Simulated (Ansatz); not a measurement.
## Geometry relaxation, with input and output: AlN (part 3 of 3)

The same run, continued: AlN (slab, 12 atoms in the cell); DFT r2SCAN, scalar-relativistic, plane waves, PAW, no spin polarisation (Ansatz 0.2.0); cutoff 500 eV, 9×6×1 k-mesh, Gaussian smearing of 0.05 eV. The structure derives from an entry of the Crystallography Open Database. The input holds or restrains some coordinates. Forces given for the steps count only the free coordinates. It belongs to a series of runs on one base structure; here: clean slab, lower half held.

Geometry of the input (Å; fractional positions):
```
3.1067  0.0000  0.0000
0.0000  4.9784  0.0000
0.0000  0.0000  23.2777
Al 0.0000  0.9983  0.3652
N  0.0000  0.6167  0.3652
Al 0.5000  0.4983  0.4037
N  0.5000  0.1167  0.4037
Al 0.5000  0.9983  0.4807
N  0.5000  0.6167  0.4807
Al 0.0000  0.4983  0.5193
N  0.0000  0.1167  0.5193
Al 0.0000  0.9983  0.5963
N  0.0000  0.6167  0.5963
Al 0.5000  0.4983  0.6348
N  0.5000  0.1167  0.6348
```

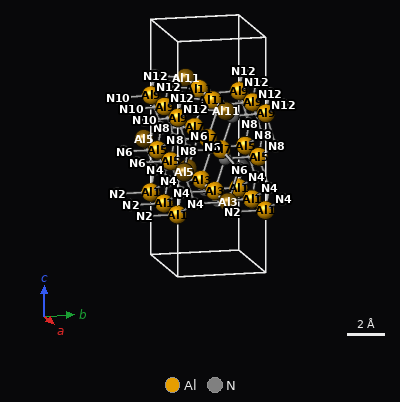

Figure 1. The geometry at step 4 of the log (ball-and-stick view of the 2 × 1 repeat of the cell, with the vacuum cut short, seen slightly off an axis; neighbours outside the cell are drawn fainter; atoms are numbered from 1 in the order of the input).

Output, continued:
```
--- Per-component energies (eV) ---
  E_band       = -318.702094
  E_kinetic    = 953.989111
  E_local      = -24456.077097  (includes V_loc(G=0)·N_el)
  E_nonlocal   = 326.768431
  E_hartree    = 11833.845231
  E_xc         = -588.593158
  E_vxc        = -709.653421  (∫ρ·V_xc dr)
  E_paw        = -3614.165926  (= ΣΔE_a)
  E_vpaw       = -140.354344  (= ΣTr[D̂ρ^β])
  E_aug_tail   = 0.000112  (compensation charges beyond the density's cutoff)
  E_vtau       = 38.952212  (kinetic-family band-sum trace: ∫τ·v_τ [+ j·A + Jᵃ·Aᵃ] dr)
  E_efield     = 0.000220  (sawtooth field / dipole correction)
  E_vefield    = -0.019676  (∫n·V_field dr)
  E_ewald      = 9979.047166
  E_core_change = -0.538036  (= ΣΔE_core)
  E_smearing   = -0.000000  (= −TS)
  E_closure    = -0.000000  (closes the sum)
  Σ components = -5565.723946   (vs F -5565.723946, Δ=0.00e0)
--- Forces (eV/Å), atoms counted from 1 ---
  atom   1  Al     0.00000000    -1.99978627     2.12199755
  atom   2  N      0.00000000     0.93841554     0.53429123
  atom   3  Al     0.00000000     1.06873752    -1.92555081
  atom   4  N      0.00000000     0.32647127    -1.47065122
  atom   5  Al     0.00000000    -0.32678025     0.31152371
  atom   6  N      0.00000000    -0.00757554     0.43279048
  atom   7  Al     0.00000000    -0.00014931     0.00483162
  atom   8  N      0.00000000     0.00005186    -0.00301185
  atom   9  Al     0.00000000    -0.00320555    -0.00347615
  atom  10  N      0.00000000     0.00030591    -0.00010944
  atom  11  Al     0.00000000    -0.00098831     0.00001840
  atom  12  N      0.00000000     0.00404675    -0.00260149
  max |Σ_I F_I| component: 4.56e-4 eV/Å
--- Band table (eV; the first three rows and the last of 20) ---
  k-point 0: bands = ["-17.3118", "-16.6674", "-15.8112", "-15.1262", "-14.3639", "-13.8838", "-7.2886", "-6.6106", "-6.3252", "-5.3190", "-5.1417", "-4.4565", "-3.7008", "-3.3994", "-3.2664", "-2.6786", "-2.3955", "-2.1524", "-2.0613", "-1.6960", "-1.5250", "-1.3500", "-0.9999", "-0.8608", "1.0369", "2.2711", "4.3178", "4.7445", "4.8978", "5.1675", "5.4859", "5.6808", "6.2540", "6.4604", "6.8490", "7.0671"]
  k-point 1: bands = ["-17.2165", "-16.6063", "-15.7933", "-15.2850", "-14.4487", "-13.9620", "-6.9805", "-6.7146", "-6.1928", "-5.5494", "-4.7139", "-4.2750", "-3.7055", "-3.6455", "-3.2277", "-2.6640", "-2.2777", "-2.1965", "-2.1484", "-2.0820", "-1.5686", "-1.4000", "-1.0898", "-0.9067", "1.2230", "2.4307", "4.4979", "4.6774", "4.9408", "5.0769", "5.3315", "5.7270", "6.1089", "6.5114", "6.9235", "7.2723"]
  k-point 2: bands = ["-16.9539", "-16.4838", "-15.8097", "-15.6056", "-14.6106", "-14.1289", "-6.8368", "-6.1892", "-6.0283", "-5.7068", "-4.3412", "-3.8510", "-3.7276", "-3.5136", "-3.3290", "-3.1364", "-2.6465", "-2.3389", "-2.2984", "-2.2046", "-1.6576", "-1.4500", "-1.1615", "-1.0018", "1.3275", "2.6524", "4.5733", "4.9356", "5.0872", "5.3351", "5.4833", "5.9489", "6.0862", "6.5770", "6.7992", "7.1011"]
  k-point 19: bands = ["-15.7654", "-15.6150", "-15.2810", "-15.0197", "-14.1205", "-13.5659", "-7.0969", "-6.9125", "-6.8246", "-6.7861", "-6.3014", "-5.9285", "-4.3362", "-4.1817", "-3.3339", "-3.2364", "-2.8799", "-2.8506", "-2.7308", "-2.4664", "-2.2992", "-2.1209", "-1.1593", "-0.8032", "2.5561", "3.4580", "4.5782", "4.9580", "5.2281", "5.5485", "5.8541", "6.1246", "7.6132", "7.7144", "8.3373", "8.6502"]
--- Relaxed structure (6 steps of the walk, 6 accepted, 0 SCFs on fresh bases) ---
  F+E_penalty+E_count = -5565.72394594 eV   max|allowed force component| = 4.765e-3 eV/Å
  atoms:
    - { symbol: Al, position: [0.0, 0.9983070975999999, 0.36515604949999997] }
    - { symbol: N, position: [0.0, 0.6166929024, 0.36515604949999997] }
    - { symbol: Al, position: [0.5, 0.4983070976, 0.4036828925] }
    - { symbol: N, position: [0.5, 0.11669290239999999, 0.4036828925] }
    - { symbol: Al, position: [0.5, 0.9983070975999999, 0.4807365785] }
    - { symbol: N, position: [0.5, 0.6166929024, 0.4807365785] }
    - { symbol: Al, position: [0.0, 0.4963504980216798, 0.5169845354436627] }
    - { symbol: N, position: [0.0, 0.11665343164685221, 0.5178803147682153] }
    - { symbol: Al, position: [0.0, 1.0037512038767313, 0.5989320586728529] }
    - { symbol: N, position: [0.0, 0.6223036404125143, 0.5962235803993678] }
    - { symbol: Al, position: [0.5, 0.4730790295150899, 0.6231986825947176] }
    - { symbol: N, position: [0.5, 0.12169862321060705, 0.6314843781672974] }
```

Trajectory as extended XYZ (Å, eV, eV/Å), 6 frames, from step=1 to step=6:
```
12
Lattice="3.1067 0.0000 0.0000 0.0000 4.9784 0.0000 0.0000 0.0000 23.2777" Properties=species:S:1:pos:R:3:forces:R:3 step=1 energy=-5565.16572
Al    0.0000    4.9700    8.5000    0.0000  -2.0240   2.1036
N     0.0000    3.0701    8.5000    0.0000   0.9486   0.4978
Al    1.5533    2.4808    9.3968    0.0000   1.1096  -1.7717
N     1.5533    0.5809    9.3968    0.0000   0.3319  -1.3687
Al    1.5533    4.9700   11.1905    0.0000  -0.3074   0.3668
N     1.5533    3.0701   11.1905    0.0000  -0.0591   0.7258
Al    0.0000    2.4808   12.0873    0.0000  -0.3074  -0.3668
N     0.0000    0.5809   12.0873    0.0000  -0.0591  -0.7258
Al    0.0000    4.9700   13.8809    0.0000   1.1096   1.7716
N     0.0000    3.0701   13.8809    0.0000   0.3319   1.3687
Al    1.5533    2.4808   14.7777    0.0000  -2.0239  -2.1036
N     1.5533    0.5809   14.7777    0.0000   0.9486  -0.4977
12
Lattice="3.1067 0.0000 0.0000 0.0000 4.9784 0.0000 0.0000 0.0000 23.2777" Properties=species:S:1:pos:R:3:forces:R:3 step=2 energy=-5565.55478
Al    0.0000    4.9700    8.5000    0.0000  -2.0242   2.0976
N     0.0000    3.0701    8.5000    0.0000   0.9464   0.5006
Al    1.5533    2.4808    9.3968    0.0000   1.1136  -1.8117
N     1.5533    0.5809    9.3968    0.0000   0.3276  -1.3752
Al    1.5533    4.9700   11.1905    0.0000  -0.3695   0.4142
N     1.5533    3.0701   11.1905    0.0000  -0.0831   0.4933
Al    0.0000    2.4749   12.0642    0.0000  -0.0031  -0.5388
N     0.0000    0.5778   12.0821    0.0000   0.1995  -0.5120
Al    0.0000    5.0243   13.9139    0.0000   0.1221   1.0298
N     0.0000    3.1232   13.8409    0.0000  -0.3718   1.0855
Al    1.5533    2.4160   14.5966    0.0000  -1.1317  -0.6221
N     1.5533    0.5789   14.7879    0.0000   1.2745  -0.7601
12
Lattice="3.1067 0.0000 0.0000 0.0000 4.9784 0.0000 0.0000 0.0000 23.2777" Properties=species:S:1:pos:R:3:forces:R:3 step=3 energy=-5565.69564
Al    0.0000    4.9700    8.5000    0.0000  -2.0079   2.1138
N     0.0000    3.0701    8.5000    0.0000   0.9411   0.5244
Al    1.5533    2.4808    9.3968    0.0000   1.0809  -1.8894
N     1.5533    0.5809    9.3968    0.0000   0.3258  -1.4405
Al    1.5533    4.9700   11.1905    0.0000  -0.3160   0.3785
N     1.5533    3.0701   11.1905    0.0000   0.0152   0.4264
Al    0.0000    2.4765   12.0429    0.0000   0.0698  -0.0346
N     0.0000    0.5848   12.0630    0.0000   0.0085  -0.0556
Al    0.0000    5.0335   13.9471    0.0000  -0.5233   0.1791
N     0.0000    3.1021   13.8803    0.0000   0.2291   0.1069
Al    1.5533    2.3482   14.5175    0.0000   1.0374  -0.1310
N     1.5533    0.6349   14.7329    0.0000  -0.8612  -0.1776
12
Lattice="3.1067 0.0000 0.0000 0.0000 4.9784 0.0000 0.0000 0.0000 23.2777" Properties=species:S:1:pos:R:3:forces:R:3 step=4 energy=-5565.72269
Al    0.0000    4.9700    8.5000    0.0000  -2.0017   2.1202
N     0.0000    3.0701    8.5000    0.0000   0.9394   0.5325
Al    1.5533    2.4808    9.3968    0.0000   1.0685  -1.9101
N     1.5533    0.5809    9.3968    0.0000   0.3266  -1.4607
Al    1.5533    4.9700   11.1905    0.0000  -0.2956   0.3407
N     1.5533    3.0701   11.1905    0.0000   0.0066   0.4472
Al    0.0000    2.4769   12.0401    0.0000  -0.0760  -0.0891
N     0.0000    0.5812   12.0595    0.0000   0.0357  -0.0631
Al    0.0000    5.0001   13.9406    0.0000  -0.0329   0.0874
N     0.0000    3.0999   13.8777    0.0000  -0.0337   0.0409
Al    1.5533    2.3522   14.5055    0.0000   0.0401   0.0368
N     1.5533    0.6037   14.7086    0.0000   0.0245  -0.0802
12
Lattice="3.1067 0.0000 0.0000 0.0000 4.9784 0.0000 0.0000 0.0000 23.2777" Properties=species:S:1:pos:R:3:forces:R:3 step=5 energy=-5565.72349
Al    0.0000    4.9700    8.5000    0.0000  -1.9992   2.1227
N     0.0000    3.0701    8.5000    0.0000   0.9381   0.5352
Al    1.5533    2.4808    9.3968    0.0000   1.0679  -1.9293
N     1.5533    0.5809    9.3968    0.0000   0.3263  -1.4743
Al    1.5533    4.9700   11.1905    0.0000  -0.3269   0.3214
N     1.5533    3.0701   11.1905    0.0000  -0.0059   0.4365
Al    0.0000    2.4693   12.0328    0.0000   0.0294   0.0352
N     0.0000    0.5817   12.0543    0.0000  -0.0342   0.0509
Al    0.0000    4.9956   13.9485    0.0000   0.0262  -0.0939
N     0.0000    3.0985   13.8811    0.0000  -0.0101  -0.0104
Al    1.5533    2.3566   14.5092    0.0000  -0.0226  -0.0172
N     1.5533    0.6068   14.7016    0.0000   0.0106   0.0230
12
Lattice="3.1067 0.0000 0.0000 0.0000 4.9784 0.0000 0.0000 0.0000 23.2777" Properties=species:S:1:pos:R:3:forces:R:3 step=6 energy=-5565.72395
Al    0.0000    4.9700    8.5000    0.0000  -1.9998   2.1220
N     0.0000    3.0701    8.5000    0.0000   0.9384   0.5343
Al    1.5533    2.4808    9.3968    0.0000   1.0687  -1.9256
N     1.5533    0.5809    9.3968    0.0000   0.3265  -1.4706
Al    1.5533    4.9700   11.1905    0.0000  -0.3268   0.3115
N     1.5533    3.0701   11.1905    0.0000  -0.0076   0.4328
Al    0.0000    2.4710   12.0342    0.0000  -0.0001   0.0048
N     0.0000    0.5807   12.0551    0.0000   0.0001  -0.0030
Al    0.0000    4.9971   13.9418    0.0000  -0.0032  -0.0035
N     0.0000    3.0981   13.8787    0.0000   0.0003   0.0000
Al    1.5533    2.3552   14.5066    0.0000  -0.0010   0.0000
N     1.5533    0.6059   14.6995    0.0000   0.0041  -0.0026
```

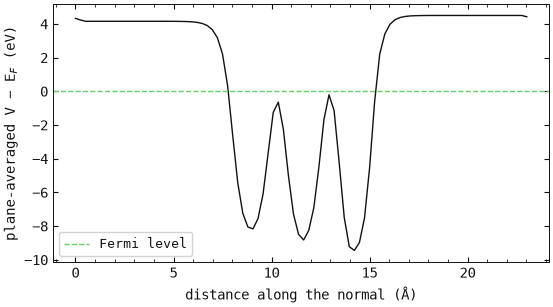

Figure 2. Plane average of the electrostatic potential energy of an electron across the cell, from the Fermi level. The vacuum level lies 4.50 eV above the Fermi level on the upper side and 4.16 eV on the lower.

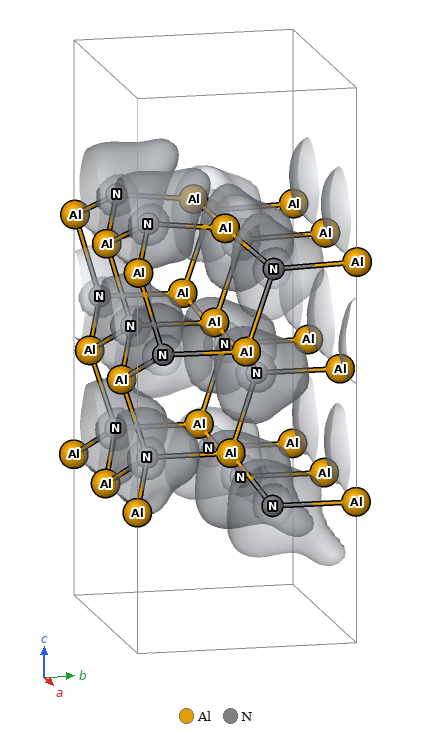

Figure 3. Isosurface of the ELF at 0.7 (grey), seen slightly off an axis. Core shells and regions of very low density are left out. Sticks mark near contacts. Along the contacts the grid gives the following. Al–N (1.76 Å): the ELF is about 0.85 at the midpoint. Al–N (1.83 Å): the ELF is about 0.85 at the midpoint. The fields are those of the smooth PAW valence density.

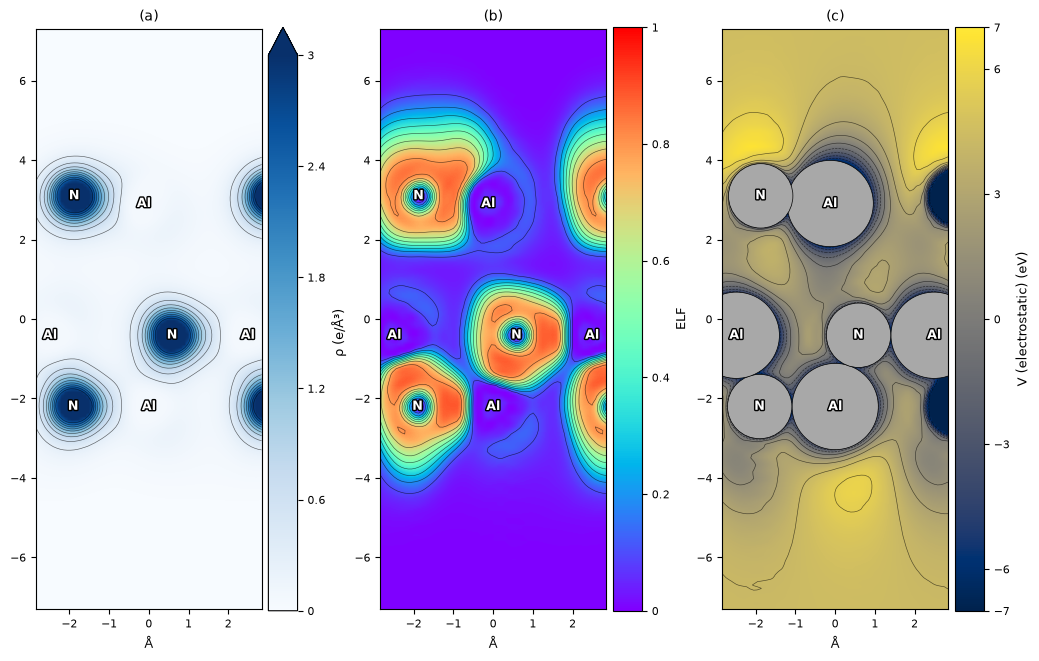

Figure 4. (a) valence pseudo-density; (b) ELF; (c) electrostatic potential (local pseudopotential plus Hartree) felt by an electron on the (100) plane of the calculation cell, a cut from vacuum to vacuum. Grey discs, where drawn, cover atomic cores. Atoms in the plane: Al and N. Al–N (1.76 Å): the density is about 0.86 e/Å³ at the midpoint; the ELF is about 0.85 at the midpoint. Al–N (1.89 Å): ρ is about 0.68 e/Å³ halfway; the ELF is about 0.85 at the midpoint. The density dies away to nearly zero in the vacuum.

Results in brief:

```csv
quantity,value
outcome,converged under the restraints of the input
electrons treated,48
free energy,−5565.7239 eV
"work function, top face",4.50 eV
"work function, bottom face",4.16 eV
Fermi energy,0.117 eV
gap on the k-point mesh,1.84 eV
final volume,360.02 Å³
work function (upper face),4.50 eV
"largest force (length of the vector) at the end, held atoms and coordinates included",2.916 eV/Å
wall time,81 s (CPU time 2.7 min)
peak memory,1.4 GiB
```

The program warns: the exchange-correlation potential is rough where the density is thin.
